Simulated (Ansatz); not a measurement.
# Run report: AlCu, single-point calculation

System: AlCu (Pm-3m, 2 atoms in the cell).
Method: DFT PBEsol, scalar-relativistic, plane waves, PAW, no spin polarisation (Ansatz 0.2.0).

The structure derives from a Materials Project entry. It belongs to a series of runs on one base structure; here: strain -0.080 along x and y, -0.080 along z, atoms carried along.

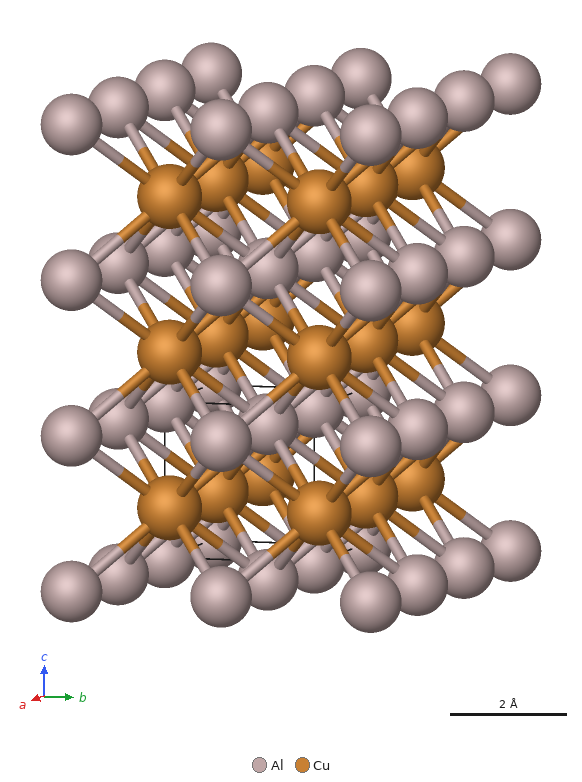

*The input geometry (ball-and-stick view of the cell of the calculation, repeated 3 × 2 × 3, seen slightly off an axis). An atom can appear more than once, as a periodic image.*

Near neighbours in the periodic cell (some may lie outside the picture): Al has 8 Cu at 2.36 Å; Cu has 8 Al at 2.36 Å.

## Key numbers

- outcome: converged
- space group (tolerance 0.01 Å): Pm-3m (221)
- electrons treated: 22
- free energy: −7112.8323 eV
- Fermi energy: 18.520 eV
- gap on the k-point mesh: none (metallic)
- pressure: 56.71 GPa
- largest force (length of the vector): under 0.001 eV/Å
- hardware: 2 threads of AMD EPYC (Zen 3), 189 GiB of memory available, shared host
- wall time: 8.8 s (CPU time 13 s)
- peak memory: 0.39 GiB

## Notes

The cell is under a pressure of 57 GPa at this level, so it is not at its equilibrium volume.

## Input file
```yaml
crystal:
  lattice:
    - [2.7195234138, 0.0, 0.0]
    - [0.0, 2.7195234138, 0.0]
    - [0.0, 0.0, 2.7195234138]
  atoms:
    - { symbol: Al, position: [0.0, 0.0, 0.0] }
    - { symbol: Cu, position: [0.5, 0.5, 0.5] }
basis:
  ecutwfc: 420
kpoints:
  mp_grid: { grid: [20, 20, 20] }
hamiltonian:
  xc: pbesol
scf:
  occupations: { method: gaussian, width: 0.15 }
output:
  forces: true
  stress: true
  eigenvalues: true
  write_density: true
  write_potential: true
  elf: true
  volumetric_format: npy
```

Run as:
```bash
ansatz run input.yaml --threads 2 --pin off --max-ram 5120MiB --backend cpu --events-out ev --progress --plain --runs-dir out
```

## The program's output
```
Engine: ansatz 0.2.0, x86_64-unknown-linux-gnu
Pseudopotentials: kind: paw
Pseudopotential: Al, paw, valence charge 3, recommended cutoff 420 eV (normal), Al.paw.azcp
Pseudopotential: Cu, paw, valence charge 19, recommended cutoff 420 eV (normal), Cu.paw.azcp
Functional definition: PBEsol
  exchange = pbesol_x
  correlation = pbesol_c
Crystal: 2 atoms, lattice volume = 20.113 Å³
Basis set: ecut = 420 eV, 389 PW (Γ), exchange–correlation on 40×40×40 points (8 copies of the dense FFT grid, shifted against one another)
Bands: 15, of which v1, the nominal top of the filled ones, is band 11 counted from 1 (10 counted from 0)
Symmetry: 48 space group operations
Space group: Pm-3m (ITA 221), of the structure as read, at distance tolerance 2.7e-5 Å
k-points: 286 of 8000
Non-local potential: Al, projectors of the file, l = 0: 2, l = 1: 2, l = 2: 1
Non-local potential: Cu, projectors of the file, l = 0: 3, l = 1: 2, l = 2: 3, l = 3: 1
PAW form: soft (Blöchl's): semilocal exchange-correlation on the pseudo side does not see the compensation charge
PAW frozen core: Al, regenerated for the run's functional, and the local potential with it (the file was generated under x = pbe(κ = 0.804, μ = 0.2195149727645171), c = pbe(β = 0.06672455060314922))
PAW frozen core: Cu, regenerated for the run's functional, and the local potential with it (the file was generated under x = pbe(κ = 0.804, μ = 0.2195149727645171), c = pbe(β = 0.06672455060314922))
PAW one-centre angular grid: Al, 110 points (default); XC on 64 Gauss nodes
PAW one-centre angular grid: Cu, 590 points (default); XC on 64 Gauss nodes
Initial density: superposition of atomic densities (neutral atoms: chi_scale 0, normalization atom), corrected by the library's trained network
Initial wavefunctions: pseudopotential atomic-orbital guess
Functional: x = pbesol(κ = 0.804, μ = 0.12345679012345678), c = pbesol(β = 0.046)
SCF iter   1: F=—  HF=-7112.847006 eV  |F-HF|=—  |Δ(HF+E_count)|=         —  Δρ=2.60e-2  dr2=7.39e-2  ethr=1.77e-3  ⟨swp⟩=4.4  Hψ=19424  notcnv=0
preconditioner: auto → none  [metal: Δε(μ)=0.020 eV  Ē_g=12.025 eV  σ=0.150 eV  W_gap=0.07  n_scr=6 (ndim 8)  ℏωp=31.0 eV  f_vac=0.000  D(μ)=0.57/eV (n_scr^D=0)  sad-step TF]
SCF iter   2: F=—  HF=-7112.833691 eV  |F-HF|=—  |Δ(HF+E_count)|=   1.33e-2  Δρ=5.33e-3  dr2=3.72e-3  ethr=3.36e-4  ⟨swp⟩=2.7  Hψ=9174  notcnv=0  defer=20
SCF iter   3: F=—  HF=-7112.832466 eV  |F-HF|=—  |Δ(HF+E_count)|=   1.23e-3  Δρ=2.22e-3  dr2=5.90e-4  ethr=1.69e-5  ⟨swp⟩=1.0  Hψ=4281  notcnv=0  defer=21
SCF iter   4: F=—  HF=-7112.832268 eV  |F-HF|=—  |Δ(HF+E_count)|=   1.98e-4  Δρ=1.31e-4  dr2=1.23e-6  ethr=2.68e-6  ⟨swp⟩=2.1  Hψ=5763  notcnv=0  defer=21
SCF iter   5: F=—  HF=-7112.832322 eV  |F-HF|=—  |Δ(HF+E_count)|=   5.44e-5  Δρ=1.54e-5  dr2=1.64e-8  ethr=5.61e-9  ⟨swp⟩=2.0  Hψ=7437  notcnv=0  defer=21
SCF iter   6: F=-7112.832322 eV  HF=-7112.832322 eV  |F-HF|=2.85e-10  |Δ(HF+E_count)|=   5.97e-9  Δρ=2.01e-6  dr2=2.01e-10  ethr=7.45e-11  ⟨swp⟩=7.5  Hψ=23105  notcnv=0
SCF 1 converged in 6 iterations: F = -7112.832322 eV  dr2 = 2.01e-10
  greatest PAW one-centre occupation: 1.000 electrons in one spin orbital (limit 2), on the Cu atom at site 1 (counted from 0), in its partial waves of l = 0
```

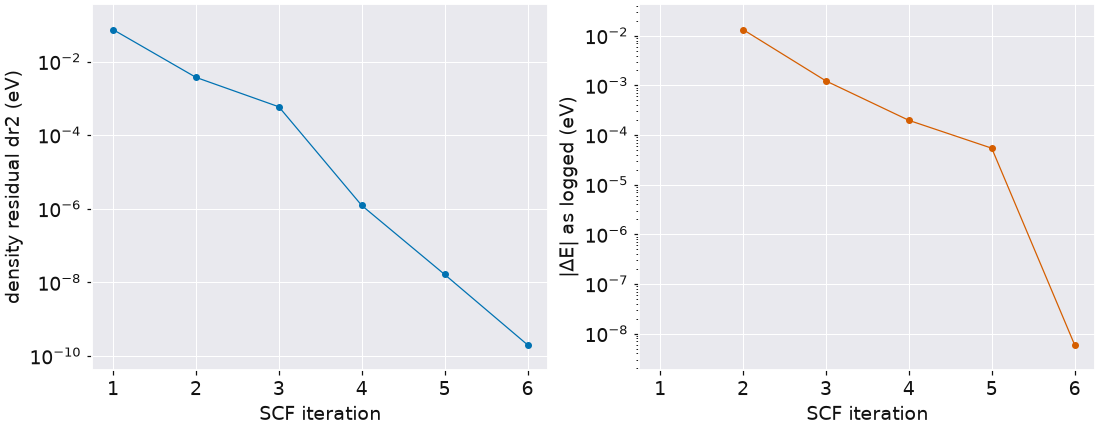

*Convergence of the self-consistent field: density residual dr2 and size of the energy change against the SCF iteration.*

The residual falls at every step.

```
SCF converged after 6 iterations
Free energy (F): -7112.832322 eV
Harris-Foulkes:  -7112.832322 eV  (|F-HF|=2.85e-10)
Internal energy: -7112.826179 eV  (E = F + TS)
E sigma→0 (E₀):  -7112.829250 eV
Entropy (-TS):   -0.006143 eV (-3.072 meV/atom)
Fermi energy:    18.519571 eV
--- Per-component energies (eV) ---
  E_band       = -341.681290
  E_kinetic    = 334.462145
  E_local      = -4748.154340  (includes V_loc(G=0)·N_el)
  E_nonlocal   = 397.630424
  E_hartree    = 2135.613575
  E_xc         = -134.627557
  E_vxc        = -152.637470  (∫ρ·V_xc dr)
  E_paw        = -2076.642528  (= ΣΔE_a)
  E_vpaw       = -444.210273  (= ΣTr[D̂ρ^β])
  E_aug_tail   = 0.000276  (compensation charges beyond the density's cutoff)
  E_ewald      = -3021.333515
  E_core_change = 0.225341  (= ΣΔE_core)
  E_smearing   = -0.006143  (= −TS)
  E_closure    = 0.000000  (closes the sum)
  Σ components = -7112.832322   (vs F -7112.832322, Δ=0.00e0)
--- Forces (eV/Å), atoms counted from 1 ---
  atom   1  Al    -0.00000000     0.00000000     0.00000000
  atom   2  Cu     0.00000000    -0.00000000    -0.00000000
  max |Σ_I F_I| component: 1.35e-28 eV/Å
--- Stress (GPa, compression-positive) ---
       56.714250      -0.000000       0.000000
       -0.000000      56.714250       0.000000
        0.000000       0.000000      56.714250
  P = ⅓ Tr σ = 56.7143 GPa (567.143 kbar)
--- Band table (eV; the first three rows and the last of 286) ---
  k-point 0: bands = ["-96.4733", "-53.9774", "-53.9774", "-53.9774", "4.3519", "11.7365", "11.7365", "13.4331", "13.4331", "13.4331", "23.0740", "23.0740", "23.0740", "25.1943", "25.1943"]
  k-point 1: bands = ["-96.4732", "-53.9781", "-53.9774", "-53.9774", "4.4038", "11.7414", "11.7470", "13.4147", "13.4147", "13.4352", "22.3264", "23.1366", "23.1366", "25.2019", "25.8943"]
  k-point 2: bands = ["-96.4731", "-53.9802", "-53.9772", "-53.9772", "4.5590", "11.7526", "11.7775", "13.3622", "13.3622", "13.4414", "21.0295", "23.3217", "23.3217", "25.2245", "27.0400"]
  k-point 285: bands = ["-96.4676", "-54.0012", "-54.0012", "-54.0012", "11.1268", "11.1268", "11.1268", "14.0535", "14.0535", "18.4329", "18.4329", "18.4329", "21.4101", "21.4101", "21.4101"]
```

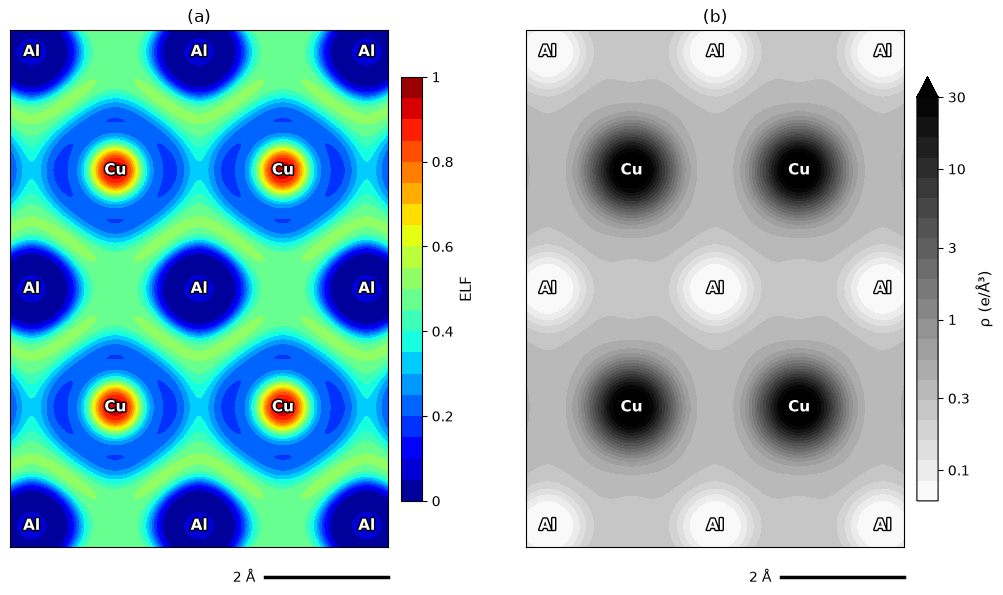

*(a) electron localisation function; (b) valence pseudo-density on the (011) plane of the conventional cell.*

Atoms in the plane: Al and Cu. Al–Cu (2.36 Å): ρ at the midpoint is about 0.38 e/Å³; the ELF is about 0.40 at the midpoint, which marks nearly free electrons, as in a simple metal. Away from the nuclei the density in this plane falls to 0.26 e/Å³ at its lowest. The strong features right at Cu lie inside the PAW spheres (semicore, d or f shells) and say nothing about bonding. The fields are those of the smooth PAW valence density.

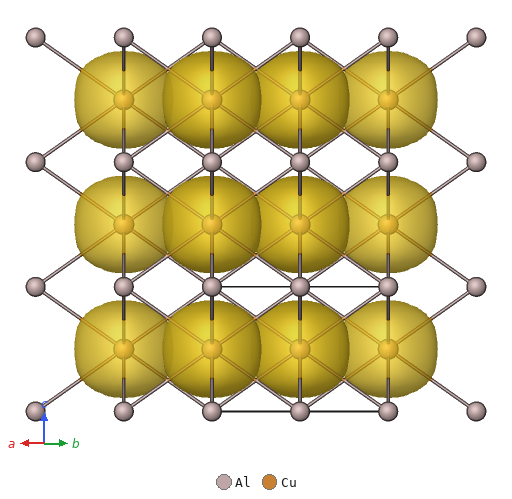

*Isosurface of the valence charge density (pseudo) at 0.4 e/Å³ (yellow), seen along [110]. Sticks mark near contacts. The outline is the cell set on symmetry axes.*

At this value the density breaks into separate islands; it holds about 80 % of the electrons treated as valence (semicore included). It is pinched off along the Al–Cu (2.36 Å) contacts. On the grid the lowest density along these lines, outside the cores, is 0.31 e/Å³ (Al–Cu, 2.36 Å).
